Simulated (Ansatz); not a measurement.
AlN: geometry relaxation (part 2 of 2)

The same run, continued: AlN (slab, 4 atoms in the cell); DFT, PBE, PAW with Ansatz's default frozen-core files, scalar-relativistic, no spin polarisation (Ansatz 0.2.0); cutoff 420 eV, 10×6×1 k-mesh, Fermi–Dirac smearing of 0.02 eV. It belongs to a series of runs on one base structure; here: atoms relaxed, PAW files.

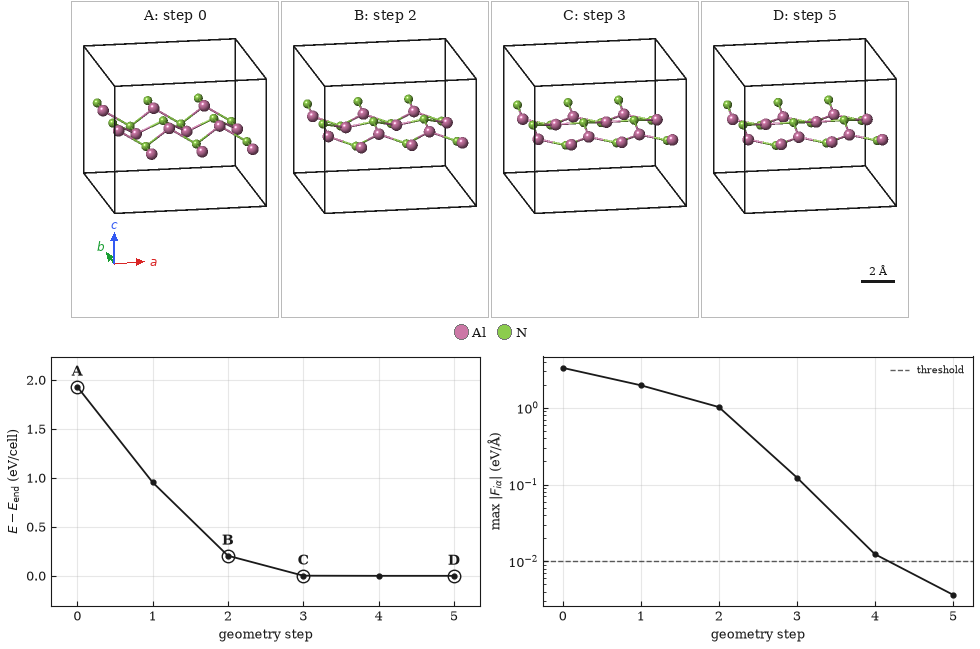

Figure 1. Frames of the relaxation (ball-and-stick view of the 3 × 2 repeat of the cell, with the vacuum cut short, seen slightly off an axis) above the curves, on which the letters mark them (the first geometry is step 0 here and step 1 in the log).

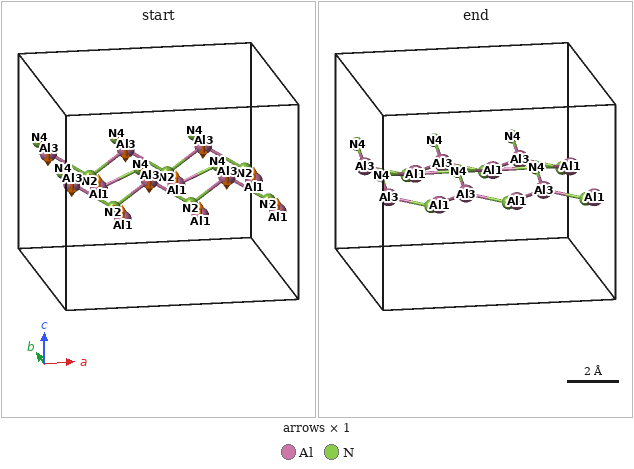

Figure 2. Before (left) and after (right) the relaxation, at one scale (ball-and-stick view of the 3 × 2 repeat of the cell, with the vacuum cut short, seen slightly off an axis). The orange arrows give the displacements, at true length. The largest moves, 0.59 Å, are those of Al1 and Al3. By element the largest moves are Al 0.59 Å, N 0.14 Å. The lattice vectors keep their values. Distances before and after: Al1–N2 1.915 → 1.772 Å, Al1–N4 1.902 → 1.777 Å. Among the angles that change: N4–Al1–N4 110.7° → 123.5°, Al1–N4–Al1 110.7° → 123.5°, N2–Al1–N4 108.2° → 118.2°. Over 5 geometry steps the energy falls by 1.931 eV per cell of the calculation. Largest force component: 3.3 eV/Å at the start, 0.0037 eV/Å at the end. (Atoms are counted from 1 in the order of the input.)

```
WARN: The output density's exchange-correlation potential varies sharply where the density is thin. Do not read a vacuum level from v_tot or v_xc, or from such a field of the output density. On a cell that repeats whose density bears no net charge and no dipole along the vacuum's axis use v_es (v_loc + v_h of the components); under efield.dipole_correction with no amplitude use v_es + v_field, which holds any external_charges[].barrier, or the levels of the report's work_function block, which leave it out; under a non-zero efield.amplitude the vacuum is tilted and has no level; on a cell that repeats and bears such a dipole with no correction it is tilted too, and efield.dipole_correction with no amplitude gives each side of its ramp a level where efield: is served; in a cell that repeats whose density bears a net charge (total_charge, or a fill off its count) it is curved and has none; of a slab under crystal.periodic whose density bears no net charge use v_es, which has a level on each side, short of where the two are joined; of another it falls or rises all the way out and has none; of a slab beside external_charges read slab_vacuum_level instead, which it has where they leave it neutral. The grid or the basis barely resolves most such structure, and the values can differ between equally converged runs; as a rule a tighter scf.convergence.dr2_threshold does not remove it. Where the density itself ripples (under the LDA too) a higher basis.ecutwfc lessens it. The files hold the spikes' plane waves up to the density's cutoff. Files: v_tot_of_output_density and the like, and their columns of v_z.tsv (output.write_potential); v_xc_of_output_density and the like, and their columns of v_comp_z.tsv (output.write_potential_components). Measured: with its Gaussian average of σ = 0.25 Å subtracted twice, the exchange-correlation potential is over 0.1 eV at 8 of the grid points where the equally averaged density (valence and model cores) is under 1e-3 e/Å³, and 0.116 eV at the most among them, at an averaged density of 1.9e-7 e/Å³. The input density's (outcome.potential() and, of a run that writes arrays, v_tot and v_xc) is over 0.1 eV, so measured, at 6 points of its own thin density, 0.127 eV at the most. See output.write_potential in the manual, Limitations
SCF converged after 6 iterations
Free energy (F): -1846.139585 eV
Harris-Foulkes:  -1846.139585 eV  (|F-HF|=1.19e-9)
Internal energy: -1846.139585 eV  (E = F + TS)
E sigma→0 (E₀):  -1846.139585 eV
Fermi energy:    -2.148796 eV
Dipole field:    D = 0.000023 V/Å  (p = 0.000033 e·Å, saw-weighted, corrected)
Work function:   Φ+ = 4.1383 eV   Φ− = 4.1387 eV
Levels:          The Fermi level and band energies are counted from a zero that moves with the ramp; work functions are not
--- Per-component energies (eV) ---
  E_band       = -133.410568
  E_kinetic    = 315.708997
  E_local      = -3724.142645  (includes V_loc(G=0)·N_el)
  E_nonlocal   = 113.175386
  E_hartree    = 1710.844023
  E_xc         = -201.441092
  E_vxc        = -212.610028  (∫ρ·V_xc dr)
  E_paw        = -1191.042704  (= ΣΔE_a)
  E_vpaw       = -47.228927  (= ΣTr[D̂ρ^β])
  E_aug_tail   = 0.000192  (compensation charges beyond the density's cutoff)
  E_efield     = 0.000000  (sawtooth field / dipole correction)
  E_vefield    = 0.000000  (∫n·V_field dr)
  E_ewald      = 1130.758257
  E_smearing   = -0.000000  (= −TS)
  E_closure    = -0.000000  (closes the sum)
  Σ components = -1846.139585   (vs F -1846.139585, Δ=0.00e0)
--- Forces (eV/Å), atoms counted from 1 ---
  atom   1  Al     0.00000000    -0.00137935     0.00013054
  atom   2  N      0.00000000     0.00366565     0.00077350
  atom   3  Al     0.00000000     0.00044901     0.00009493
  atom   4  N      0.00000000    -0.00274750    -0.00106318
  max |Σ_I F_I| component: 6.42e-5 eV/Å
--- Stress (GPa, compression-positive) ---
        1.995480       0.000000       0.000000
        0.000000       3.471355      -0.001534
        0.000000      -0.001534      -0.000044
  P = ⅓ Tr σ = 1.8223 GPa (18.223 kbar)
--- Band table (eV; the first three rows and the last of 24) ---
  k-point 0: bands = ["-17.4929", "-15.8679", "-8.1759", "-5.9063", "-5.3029", "-4.4114", "-4.4023", "-3.8657", "-0.6186", "1.5171", "1.9824", "2.3473"]
  k-point 1: bands = ["-17.4052", "-16.0072", "-7.9711", "-5.7503", "-5.2501", "-4.9167", "-4.4795", "-3.8174", "-0.3200", "1.5971", "2.1526", "2.3177"]
  k-point 2: bands = ["-17.1540", "-16.3572", "-7.4243", "-5.7882", "-5.3116", "-5.1015", "-4.6582", "-4.1154", "0.3357", "1.5733", "2.3300", "2.6441"]
  k-point 23: bands = ["-16.0018", "-16.0016", "-8.5573", "-8.5573", "-4.8412", "-4.8409", "-4.0029", "-4.0026", "1.8879", "1.8882", "3.1918", "3.1922"]
--- Relaxed structure (6 steps of the walk, 6 accepted, 0 SCFs on fresh bases) ---
  F+E_penalty+E_count = -1846.13958532 eV   max|allowed force component| = 3.669e-3 eV/Å
  atoms:
    - { symbol: Al, position: [0.75, 0.08036379496114689, 0.5075100240335175] }
    - { symbol: N, position: [0.75, 0.4196219588268879, 0.4784425846285055] }
    - { symbol: Al, position: [0.25, 0.5803582810449563, 0.49249178313693526] }
    - { symbol: N, position: [0.25, 0.9196559651670091, 0.5215556082010416] }
```

**File rho_z.tsv**
```
# z_ang	rho[e/angstrom^3]
# format = ansatz-planar-average/11
# lattice	3.130157848	0.000000000	0.000000000
# lattice	0.000000000	5.018109599	0.000000000
# lattice	0.000000000	0.000000000	16.903600000
# sites	4
# site	13	2.347618386	0.403274331	8.578746442
# site	7	2.347618386	2.105708979	8.087402074
# site	13	0.782539462	2.912301461	8.324884105
# site	7	0.782539462	4.614934426	8.816167379
0.000000	1.742679e-7
0.140863	-1.445484e-7
0.281727	1.685801e-7
0.422590	-1.270777e-7
0.563453	1.433068e-7
0.704317	-9.505305e-8
0.845180	1.034971e-7
0.986043	-4.917236e-8
1.126907	5.575521e-8
1.267770	8.046435e-9
1.408633	2.990771e-9
1.549497	6.607800e-8
1.690360	-4.635347e-8
1.831223	1.313342e-7
1.972087	-7.906138e-8
2.112950	1.891913e-7
2.253813	-8.993047e-8
2.394677	2.720986e-7
2.535540	-3.737548e-8
2.676403	3.738641e-7
2.817267	9.467423e-8
2.958130	6.090719e-7
3.098993	4.725679e-7
3.239857	1.071813e-6
3.380720	1.226691e-6
3.521583	2.208380e-6
3.662447	3.081296e-6
3.803310	4.732452e-6
3.944173	6.950110e-6
4.085037	1.062926e-5
4.225900	1.615238e-5
4.366763	2.398762e-5
4.507627	3.612869e-5
4.648490	5.439722e-5
4.789353	8.261004e-5
4.930217	1.233452e-4
5.071080	1.852603e-4
5.211943	2.784395e-4
5.352807	4.199803e-4
5.493670	6.286425e-4
5.634533	9.418360e-4
5.775397	1.413955e-3
5.916260	2.127077e-3
6.057123	3.192081e-3
6.197987	4.795084e-3
6.338850	7.224877e-3
6.479713	1.090937e-2
6.620577	1.646428e-2
6.761440	2.486022e-2
6.902303	3.756537e-2
7.043167	5.668101e-2
7.184030	8.522624e-2
7.324893	1.272796e-1
7.465757	1.874069e-1
7.606620	2.683420e-1
7.747483	3.623580e-1
7.888347	4.501225e-1
8.029210	5.174890e-1
8.170073	5.624282e-1
8.310937	5.883668e-1
8.451800	5.971939e-1
8.592663	5.883649e-1
8.733527	5.624234e-1
8.874390	5.174810e-1
9.015253	4.501115e-1
9.156117	3.623454e-1
9.296980	2.683312e-1
9.437843	1.874001e-1
9.578707	1.272763e-1
9.719570	8.522497e-2
9.860433	5.668086e-2
10.001297	3.756574e-2
10.142160	2.486078e-2
10.283023	1.646486e-2
10.423887	1.090988e-2
10.564750	7.225305e-3
10.705613	4.795428e-3
10.846477	3.192347e-3
10.987340	2.127278e-3
11.128203	1.414104e-3
11.269067	9.419458e-4
11.409930	6.287226e-4
11.550793	4.200381e-4
11.691657	2.784807e-4
11.832520	1.852900e-4
11.973383	1.233663e-4
12.114247	8.262493e-5
12.255110	5.440757e-5
12.395973	3.613602e-5
12.536837	2.399275e-5
12.677700	1.615599e-5
12.818563	1.063170e-5
12.959427	6.951842e-6
13.100290	4.733630e-6
13.241153	3.082148e-6
13.382017	2.208929e-6
13.522880	1.227095e-6
13.663743	1.072079e-6
13.804607	4.727667e-7
13.945470	6.091988e-7
14.086333	9.476157e-8
14.227197	3.739320e-7
14.368060	-3.734053e-8
14.508923	2.721432e-7
14.649787	-8.992819e-8
14.790650	1.892278e-7
14.931513	-7.907608e-8
15.072377	1.313685e-7
15.213240	-4.637863e-8
15.354103	6.611221e-8
15.494967	2.961123e-9
15.635830	8.077961e-9
15.776693	5.572573e-8
15.917557	-4.914363e-8
16.058420	1.034711e-7
16.199283	-9.503136e-8
16.340147	1.432885e-7
16.481010	-1.270634e-7
16.621873	1.685706e-7
16.762737	-1.445448e-7
```

**Trajectory as extended XYZ (Å, eV, eV/Å), 6 frames, from step=1 to step=6**
```
4
Lattice="3.1302 0.0000 0.0000 0.0000 5.0181 0.0000 0.0000 0.0000 16.9036" Properties=species:S:1:pos:R:3:forces:R:3 step=1 energy=-1844.20847
Al    2.3476    0.2973    8.0000    0.0000   0.5908   3.3237
N     2.3476    2.2118    8.0000    0.0000  -0.5909   1.6507
Al    0.7825    2.8063    8.9036    0.0000   0.5913  -3.3232
N     0.7825    4.7208    8.9036    0.0000  -0.5912  -1.6507
4
Lattice="3.1302 0.0000 0.0000 0.0000 5.0181 0.0000 0.0000 0.0000 16.9036" Properties=species:S:1:pos:R:3:forces:R:3 step=2 energy=-1845.18435
Al    2.3476    0.3227    8.1930    0.0000   0.7515   1.9663
N     2.3476    2.1864    7.9621    0.0000  -0.7498   1.3306
Al    0.7825    2.8317    8.7106    0.0000   0.7445  -1.9720
N     0.7825    4.6954    8.9415    0.0000  -0.7461  -1.3313
4
Lattice="3.1302 0.0000 0.0000 0.0000 5.0181 0.0000 0.0000 0.0000 16.9036" Properties=species:S:1:pos:R:3:forces:R:3 step=3 energy=-1845.93403
Al    2.3476    0.3851    8.3802    0.0000  -0.3898   1.0253
N     2.3476    2.1240    8.0373    0.0000   0.3842   0.5388
Al    0.7825    2.8935    8.5233    0.0000  -0.3569  -1.0175
N     0.7825    4.6336    8.8665    0.0000   0.3613  -0.5455
4
Lattice="3.1302 0.0000 0.0000 0.0000 5.0181 0.0000 0.0000 0.0000 16.9036" Properties=species:S:1:pos:R:3:forces:R:3 step=4 energy=-1846.13799
Al    2.3476    0.4028    8.5609    0.0000  -0.1180   0.0867
N     2.3476    2.1061    8.0973    0.0000   0.1237  -0.0171
Al    0.7825    2.9118    8.3427    0.0000  -0.1144  -0.0856
N     0.7825    4.6155    8.8064    0.0000   0.1087   0.0126
4
Lattice="3.1302 0.0000 0.0000 0.0000 5.0181 0.0000 0.0000 0.0000 16.9036" Properties=species:S:1:pos:R:3:forces:R:3 step=5 energy=-1846.13955
Al    2.3476    0.4030    8.5760    0.0000  -0.0103   0.0085
N     2.3476    2.1062    8.0907    0.0000   0.0052  -0.0054
Al    0.7825    2.9119    8.3276    0.0000  -0.0075  -0.0084
N     0.7825    4.6151    8.8129    0.0000   0.0123   0.0057
4
Lattice="3.1302 0.0000 0.0000 0.0000 5.0181 0.0000 0.0000 0.0000 16.9036" Properties=species:S:1:pos:R:3:forces:R:3 step=6 energy=-1846.13958
Al    2.3476    0.4033    8.5787    0.0000  -0.0014   0.0001
N     2.3476    2.1057    8.0874    0.0000   0.0037   0.0008
Al    0.7825    2.9123    8.3249    0.0000   0.0004   0.0001
N     0.7825    4.6149    8.8162    0.0000  -0.0027  -0.0011
```

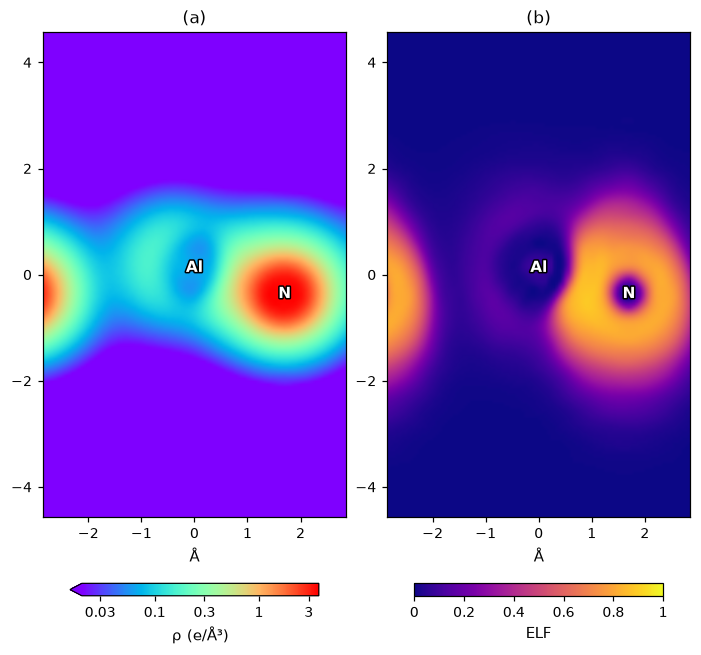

Figure 3. (a) valence electron density; (b) ELF on the (100) plane of the calculation cell, a cut from vacuum to vacuum. The section cuts through Al and N sites. Al–N (1.77 Å): the density is about 0.83 e/Å³ at the midpoint; the ELF is about 0.85 at the midpoint. The density dies away to nearly zero in the vacuum. The fields are those of the smooth PAW valence density.

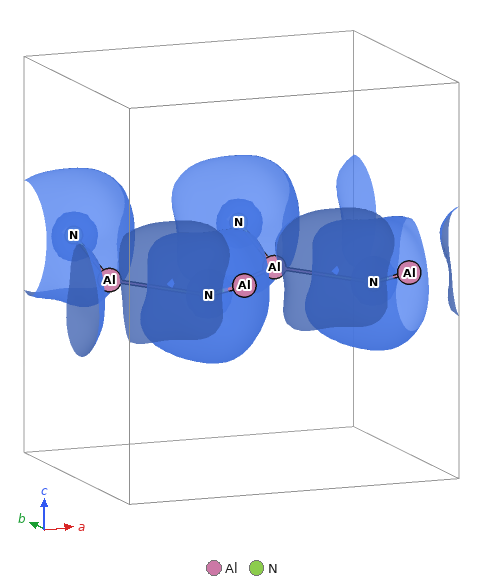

Figure 4. Isosurface of the ELF at 0.65 (blue), seen slightly off an axis. Core shells and regions of very low density are left out. Sticks mark near contacts. Counts are for one cell; the picture repeats the cell along the surface.  Values along the shortest contacts: Al–N (1.77 Å): the ELF is about 0.85 at the midpoint.

The run was set up as follows.

**Input**
```yaml
crystal:
  lattice:
    - [3.1301578475, 0.0, 0.0]
    - [0.0, 5.0181095988, 0.0]
    - [0.0, 0.0, 16.9036]
  atoms:
    - { symbol: Al, position: [0.75, 0.059240306, 0.4732720032] }
    - { symbol: "N", position: [0.75, 0.440759694, 0.4732720032] }
    - { symbol: Al, position: [0.25, 0.559240306, 0.5267279968] }
    - { symbol: "N", position: [0.25, 0.940759694, 0.5267279968] }
kpoints:
  mp_grid: { grid: [10, 6, 1] }
scf:
  occupations: { method: fermi_dirac, width: 0.02 }
hamiltonian:
  xc: pbe
  pseudopotentials: { kind: paw }
output:
  forces: true
  stress: true
  eigenvalues: true
  write_density: true
  write_potential: true
  elf: true
  volumetric_format: npy
relax:
  f_tol: 0.01
  max_steps: 40
efield:
  axis: 3
  amplitude: 0
  dipole_correction: true
```

Run as:
```bash
ansatz run input.yaml --threads 1 --pin off --max-ram 3584MiB --backend cpu --events-out ev --progress --plain --runs-dir out
```

**Summary**

| quantity | value |
| --- | --- |
| outcome | converged |
| electrons treated | 16 |
| free energy | −1846.1396 eV |
| Fermi energy | −2.149 eV |
| gap on the k-point mesh | 3.08 eV |
| final volume | 265.51 Å³ |
| largest force (length of the vector) at the end | 0.004 eV/Å |
| hardware | 1 thread of AMD EPYC (Zen 3), 32 GiB of memory available, shared host |
| wall time | 47 s |
| peak memory | 0.49 GiB |

**Remarks**

Warnings of the run: the SCF threshold is looser than advised for the printed stress; the exchange-correlation potential is rough where the density is thin.
